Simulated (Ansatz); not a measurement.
```cif
data_structure
_symmetry_space_group_name_H-M 'P 1'
_symmetry_Int_Tables_number 1
_cell_length_a 8.4496
_cell_length_b 4.5149
_cell_length_c 4.5149
_cell_angle_alpha 41.366
_cell_angle_beta 48.009
_cell_angle_gamma 48.010
_cell_volume 79.57
loop_
_atom_site_label
_atom_site_type_symbol
_atom_site_fract_x
_atom_site_fract_y
_atom_site_fract_z
_atom_site_occupancy
Si1 Si 0.16868 0.89837 0.42345 1
Si2 Si 0.33379 0.06364 0.58872 1
Mo1 Mo 0.00123 0.73101 0.25608 1
Si3 Si 0.66867 0.39837 0.92345 1
Si4 Si 0.83379 0.56364 0.08872 1
Mo2 Mo 0.50123 0.23101 0.75608 1
```

Space group I4/mmm; a structure from a database of computed crystals, not necessarily the ambient phase; started from the Rb2O-166 prototype, which need not be the ambient phase; changed on purpose from its base cell (shaken); computed without spin polarisation.

Theory: DFT, PBEsol, plane waves, PAW in Ansatz 0.2.0.

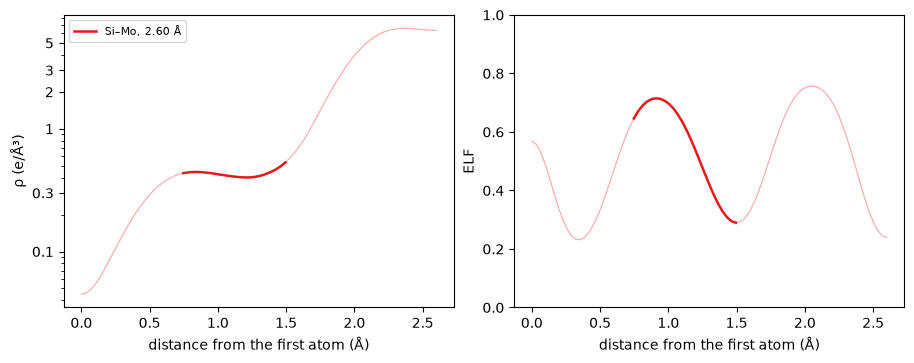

Si2Mo. Valence electron density and electron localisation function along straight lines between neighbouring atoms. Thin, pale parts lie inside the atomic spheres.

Core electrons are frozen (PAW), and the valence fields are smoothed inside the atomic spheres.

What can be read from the curves?

Answer. Si–Mo (2.60 Å): ρ at the midpoint is about 0.41 e/Å³; the ELF peaks at about 0.70 in the valence shell of Si, 0.9 Å from its nucleus, and is about 0.40 at the midpoint.
